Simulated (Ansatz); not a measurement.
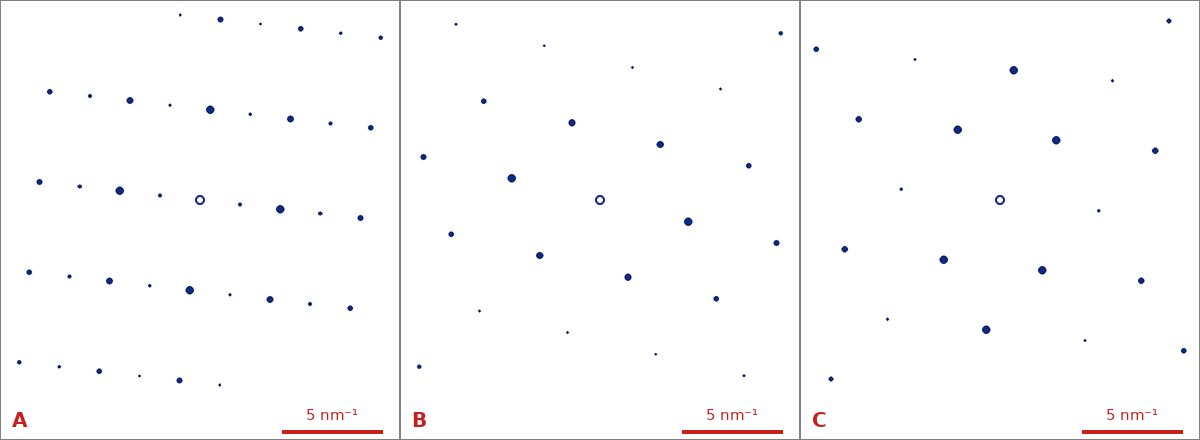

Kinematic zone-axis patterns, calculated for 120 keV electrons with B = 0.5 Å².

All three come from W, space group Fmmm (No. 69), a = 3.06 Å, b = 4.40 Å, c = 9.91 Å. Structure: the geometry relaxed with DFT r2SCAN, scalar-relativistic, plane waves, PAW in Ansatz; the starting structure was generated, so it need not be a known form of this composition.

```
W
1.0
     3.06440    0.00000    0.00000
     0.00000    4.40449    0.00000
     0.00000    0.00000    9.91484
W
8
Cartesian
  1.5322 0.0000 3.6408
  0.0000 0.0000 1.3166
  1.5322 2.2022 8.5982
  0.0000 2.2022 6.2741
  0.0000 0.0000 8.5982
  1.5322 0.0000 6.2741
  0.0000 2.2022 3.6408
  1.5322 2.2022 1.3166
```

Q: Assign the zone axes [011], [100], [101] to A, B and C.

A: A is [100]: rectangular net of 0 0 2 at d = 4.96 Å and 0 2 0 at d = 2.20 Å, at 90.0°. B is [101]: centred rectangular net of -1 1 1 at d = 2.44 Å and -1 -1 1 at d = 2.44 Å, at 67.2°. C is [011]: centred rectangular net of 1 -1 1 at d = 2.44 Å and 1 1 -1 at d = 2.44 Å, at 74.6°.
